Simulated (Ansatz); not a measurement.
# Two runs on Al$_{3}$Cu$_{2}$

System: Al$_{3}$Cu$_{2}$ (P-3m1, 5 atoms in the cell).
Method of run 1: DFT PBEsol, scalar-relativistic, plane waves, PAW, no spin polarisation (Ansatz 0.2.0).

The structure derives from a Materials Project entry. Text and figures count atoms from 1; the logs count them from 0 in places.

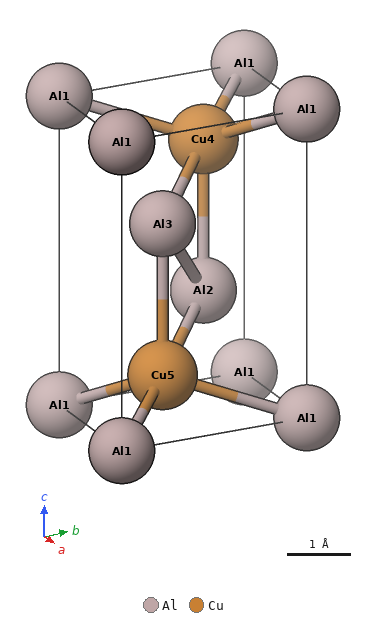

Figure 1. The structure as given in the input (ball-and-stick view of the cell of the calculation, seen slightly off an axis; atoms are numbered from 1 in the order of the input). An atom can appear more than once, as a periodic image.

**Input file, run 1**
```yaml
crystal:
  lattice:
    - [4.0919516368, 0.0, 0.0]
    - [-2.0459758184, 3.5437340685, 0.0]
    - [0.0, 0.0, 4.9927787]
  atoms:
    - { symbol: Al, position: [0.0, 0.0, 0.0] }
    - { symbol: Al, position: [0.33333333, 0.66666667, 0.34992535] }
    - { symbol: Al, position: [0.66666667, 0.33333333, 0.65007465] }
    - { symbol: Cu, position: [0.33333333, 0.66666667, 0.83951213] }
    - { symbol: Cu, position: [0.66666667, 0.33333333, 0.16048787] }
basis:
  ecutwfc: 420
kpoints:
  mp_grid: { grid: [12, 12, 8] }
hamiltonian:
  xc: pbesol
scf:
  occupations: { method: gaussian, width: 0.1 }
output:
  forces: true
  stress: true
  eigenvalues: true
relax:
  adjacent_minimum: "off"
  f_tol: 0.01
  max_steps: 80
  cell: { stress_tol: 0.05 }
```

Launched with:
```bash
ansatz run input.yaml --threads 2 --pin off --max-ram 5120MiB --backend cpu --events-out ev --progress --plain --runs-dir out
```

Hardware: 2 threads of Intel Xeon @ 2.50GHz (Skylake/Cascade Lake), 189 GiB of memory available, shared host.

**Output, shortened to warnings, some set-up lines, iterations and results (run 1)**
```
Basis set: ecut = 420 eV, 1397 PW (Γ), exchange–correlation on 60×60×72 points (8 copies of the dense FFT grid, shifted against one another)
Symmetry: 12 space group operations
k-points: 131 of 1152
Initial density: superposition of atomic densities (neutral atoms: chi_scale 0, normalization atom), corrected by the library's trained network
[...]
SCF iter   1: F=—  HF=-14752.052121 eV  |F-HF|=—  |Δ(HF+E_count)|=         —  Δρ=1.14e-2  dr2=5.83e-2  ethr=1.77e-3  ⟨swp⟩=6.3  Hψ=17002  notcnv=0
SCF iter   2: F=—  HF=-14752.041766 eV  |F-HF|=—  |Δ(HF+E_count)|=   1.04e-2  Δρ=1.57e-3  dr2=3.04e-3  ethr=1.24e-4  ⟨swp⟩=2.0  Hψ=6998  notcnv=0  defer=114
SCF iter   3: F=—  HF=-14752.040907 eV  |F-HF|=—  |Δ(HF+E_count)|=   8.60e-4  Δρ=1.55e-3  dr2=2.60e-3  ethr=6.47e-6  ⟨swp⟩=2.0  Hψ=4923  notcnv=0  defer=114
SCF iter   4: F=—  HF=-14752.040420 eV  |F-HF|=—  |Δ(HF+E_count)|=   4.87e-4  Δρ=6.49e-4  dr2=6.14e-4  ethr=5.53e-6  ⟨swp⟩=1.0  Hψ=3661  notcnv=0  defer=114
SCF iter   5: F=—  HF=-14752.040286 eV  |F-HF|=—  |Δ(HF+E_count)|=   1.35e-4  Δρ=1.59e-4  dr2=3.98e-5  ethr=1.31e-6  ⟨swp⟩=2.0  Hψ=4508  notcnv=0  defer=114
[... 31 lines ...]
SCF iter   4: F=—  HF=-14752.041657 eV  |F-HF|=—  |Δ(HF+E_count)|=  1.55e-10  Δρ=3.74e-7  dr2=8.44e-11  ethr=1.00e-12  ⟨swp⟩=2.1  Hψ=5632  notcnv=0
SCF iter   5: F=-14752.041657 eV  HF=-14752.041657 eV  |F-HF|=0.00e0  |Δ(HF+E_count)|=  1.82e-11  Δρ=8.47e-8  dr2=1.46e-11  ethr=1.00e-12  ⟨swp⟩=1.0  Hψ=3799  notcnv=0
SCF iter   6: F=-14752.041657 eV  HF=-14752.041657 eV  |F-HF|=1.82e-12  |Δ(HF+E_count)|=  1.82e-12  Δρ=3.34e-8  dr2=1.11e-12  ethr=1.00e-12  ⟨swp⟩=2.7  Hψ=10614  notcnv=0
SCF 5 converged in 6 iterations: F = -14752.041657 eV  dr2 = 1.11e-12
relax step   5: F+E_penalty+E_count = -14752.04165674 eV  Δ(F+E_penalty+E_count) = -3.857e-5 eV  max|allowed force component| = 2.529e-3 eV/Å  Δτ_max = 0.0000 Å  P = -0.027 …
basis re-selected at this cell: Δ(F+E_penalty+E_count) = -3.857e-5 eV, ΔP = +0.000 GPa vs the last step (what re-selecting the basis moved, of the pressure what is left beyond the Pulay correction that the steps carried, after the strain that the cell walked since its last selection, with what the …
SCF converged after 6 iterations
Free energy (F): -14752.041657 eV
Harris-Foulkes:  -14752.041657 eV  (|F-HF|=1.82e-12)
Internal energy: -14752.034792 eV  (E = F + TS)
E sigma→0 (E₀):  -14752.038225 eV
Entropy (-TS):   -0.006864 eV (-1.373 meV/atom)
Fermi energy:    11.267055 eV
--- Per-component energies (eV) ---
  E_band       = -932.196380
  E_kinetic    = 672.039973
  E_local      = -11633.543681  (includes V_loc(G=0)·N_el)
  E_nonlocal   = 803.086476
  E_hartree    = 5221.292845
  E_xc         = -299.330044
  E_vxc        = -322.392596  (∫ρ·V_xc dr)
  E_paw        = -4608.241646  (= ΣΔE_a)
  E_vpaw       = -893.972861  (= ΣTr[D̂ρ^β])
  E_aug_tail   = 0.000504  (compensation charges beyond the density's cutoff)
  E_ewald      = -4907.809041
  E_core_change = 0.469821  (= ΣΔE_core)
  E_smearing   = -0.006864  (= −TS)
  E_closure    = 0.000000  (closes the sum)
  Σ components = -14752.041657   (vs F -14752.041657, Δ=0.00e0)
--- Forces (eV/Å), atoms counted from 1 ---
  atom   1  Al     0.00000000    -0.00000000     0.00000000
  atom   2  Al    -0.00000000     0.00000000    -0.00252918
  atom   3  Al     0.00000000    -0.00000000     0.00252918
  atom   4  Cu     0.00000000     0.00000000     0.00029623
  atom   5  Cu    -0.00000000    -0.00000000    -0.00029623
  max |Σ_I F_I| component: 6.94e-18 eV/Å
--- Stress (GPa, compression-positive) ---
       -0.020940       0.000000      -0.000000
        0.000000      -0.020940      -0.000000
        0.000000      -0.000000      -0.039435
  P = ⅓ Tr σ = -0.0271 GPa (-0.271 kbar)
--- Relaxed structure (4 steps of the walk, 4 accepted, 1 SCFs on fresh bases) ---
  F+E_penalty+E_count = -14752.04165674 eV   max|allowed force component| = 2.529e-3 eV/Å   (the final SCF, on the basis selected at the relaxed cell)
  cell:  # Å, volume = 72.4788 Å³
    - [4.098585604228879, 1.4063280709631158e-33, -1.5671377018574881e-19]
    - [-2.0492928021144396, 3.549479252847402, 7.835688509287397e-20]
    - [-1.9121369049094065e-19, 9.228507783958897e-34, 4.9821008409924]
  atoms:
[...]
```

The input of run 2 differs as follows (lines with − go, lines with + come):
```diff
+  dispersion: d3bjatm
```

What does this change do to the results?

The total energies belong to different models, so their difference says nothing on which is more stable or more accurate. The volume per atom goes from 14.50 to 14.05 Å³. The number of SCF iterations is the same. On the same kind of shared host run 2 took about 0.69 times as long.

**Output, shortened to warnings, some set-up lines, iterations and results (run 2)**
```
Basis set: ecut = 420 eV, 1397 PW (Γ), exchange–correlation on 60×60×72 points (8 copies of the dense FFT grid, shifted against one another)
Symmetry: 12 space group operations
k-points: 131 of 1152
Initial density: superposition of atomic densities (neutral atoms: chi_scale 0, normalization atom), corrected by the library's trained network
[...]
SCF iter   1: F=—  HF=-14753.810575 eV  |F-HF|=—  |Δ(HF+E_count)|=         —  Δρ=1.14e-2  dr2=5.83e-2  ethr=1.77e-3  ⟨swp⟩=6.3  Hψ=17002  notcnv=0
SCF iter   2: F=—  HF=-14753.800220 eV  |F-HF|=—  |Δ(HF+E_count)|=   1.04e-2  Δρ=1.57e-3  dr2=3.04e-3  ethr=1.24e-4  ⟨swp⟩=2.0  Hψ=6998  notcnv=0  defer=114
SCF iter   3: F=—  HF=-14753.799361 eV  |F-HF|=—  |Δ(HF+E_count)|=   8.60e-4  Δρ=1.55e-3  dr2=2.60e-3  ethr=6.47e-6  ⟨swp⟩=2.0  Hψ=4923  notcnv=0  defer=114
SCF iter   4: F=—  HF=-14753.798874 eV  |F-HF|=—  |Δ(HF+E_count)|=   4.87e-4  Δρ=6.49e-4  dr2=6.14e-4  ethr=5.53e-6  ⟨swp⟩=1.0  Hψ=3661  notcnv=0  defer=114
SCF iter   5: F=—  HF=-14753.798740 eV  |F-HF|=—  |Δ(HF+E_count)|=   1.35e-4  Δρ=1.59e-4  dr2=3.98e-5  ethr=1.31e-6  ⟨swp⟩=2.0  Hψ=4508  notcnv=0  defer=114
[... 31 lines ...]
SCF iter   4: F=—  HF=-14753.823667 eV  |F-HF|=—  |Δ(HF+E_count)|=   2.36e-9  Δρ=4.31e-6  dr2=2.29e-9  ethr=2.79e-11  ⟨swp⟩=2.0  Hψ=5169  notcnv=0
SCF iter   5: F=—  HF=-14753.823667 eV  |F-HF|=—  |Δ(HF+E_count)|=   1.32e-9  Δρ=1.25e-6  dr2=1.48e-10  ethr=4.87e-12  ⟨swp⟩=1.0  Hψ=3799  notcnv=0
SCF iter   6: F=-14753.823667 eV  HF=-14753.823667 eV  |F-HF|=3.64e-12  |Δ(HF+E_count)|=  1.15e-10  Δρ=2.17e-7  dr2=5.11e-12  ethr=1.00e-12  ⟨swp⟩=4.2  Hψ=12602  notcnv=0
SCF 5 converged in 6 iterations: F = -14753.823667 eV  dr2 = 5.11e-12
relax step   5: F+E_penalty+E_count = -14753.82366657 eV  Δ(F+E_penalty+E_count) = +8.352e-4 eV  max|allowed force component| = 8.361e-3 eV/Å  Δτ_max = 0.0000 Å  P = +0.018 …
basis re-selected at this cell: Δ(F+E_penalty+E_count) = +8.352e-4 eV, ΔP = -0.011 GPa vs the last step (what re-selecting the basis moved, of the pressure what is left beyond the Pulay correction that the steps carried, after the strain that the cell walked since its last selection, with what the …
SCF converged after 6 iterations
Free energy (F): -14753.823667 eV
Harris-Foulkes:  -14753.823667 eV  (|F-HF|=3.64e-12)
Internal energy: -14753.817338 eV  (E = F + TS)
E sigma→0 (E₀):  -14753.820502 eV
Entropy (-TS):   -0.006329 eV (-1.266 meV/atom)
Fermi energy:    11.725925 eV
--- Per-component energies (eV) ---
  E_band       = -916.552932
  E_kinetic    = 674.434346
  E_local      = -11549.187241  (includes V_loc(G=0)·N_el)
  E_nonlocal   = 802.592522
  E_hartree    = 5186.121632
  E_xc         = -300.618483
  E_vxc        = -324.063289  (∫ρ·V_xc dr)
  E_paw        = -4607.593017  (= ΣΔE_a)
  E_vpaw       = -892.573058  (= ΣTr[D̂ρ^β])
  E_aug_tail   = 0.000439  (compensation charges beyond the density's cutoff)
  E_ewald      = -4958.230300
  E_disp       = -1.807057  (pairwise vdW)
  E_core_change = 0.469821  (= ΣΔE_core)
  E_smearing   = -0.006329  (= −TS)
  E_closure    = -0.000000  (closes the sum)
  Σ components = -14753.823667   (vs F -14753.823667, Δ=0.00e0)
--- Forces (eV/Å), atoms counted from 1 ---
  atom   1  Al    -0.00000000    -0.00000000     0.00000000
  atom   2  Al     0.00000000    -0.00000000    -0.00017400
  atom   3  Al    -0.00000000     0.00000000     0.00017400
  atom   4  Cu     0.00000000    -0.00000000     0.00836097
  atom   5  Cu    -0.00000000     0.00000000    -0.00836097
  max |Σ_I F_I| component: 1.16e-18 eV/Å
--- Stress (GPa, compression-positive) ---
        0.026739      -0.000000      -0.000000
       -0.000000       0.026739      -0.000000
       -0.000000      -0.000000       0.001507
  P = ⅓ Tr σ = 0.0183 GPa (0.183 kbar)
--- Relaxed structure (4 steps of the walk, 4 accepted, 1 SCFs on fresh bases) ---
  F+E_penalty+E_count = -14753.82366657 eV   max|allowed force component| = 8.361e-3 eV/Å   (the final SCF, on the basis selected at the relaxed cell)
  cell:  # Å, volume = 70.2622 Å³
    - [4.055555962873359, 1.0714880540671356e-33, -6.334277548022483e-18]
    - [-2.0277779814366794, 3.5122144903177874, 3.1671387740112418e-18]
[...]
```

**The two runs side by side**

```csv
quantity,run 1,run 2
outcome,converged,converged
free energy per atom (eV),−2950.4083,−2950.7647
"energy per atom, smearing taken to zero (eV)",−2950.4076,−2950.7641
gap on the mesh (eV),0.00,0.00
pressure (GPa),−0.03,0.02
volume per atom (Å³),14.50,14.05
largest force (eV/Å),0.003,0.008
SCF iterations,31,31
irreducible k-points,131,131
wall time (shared host),97 s,67 s
```
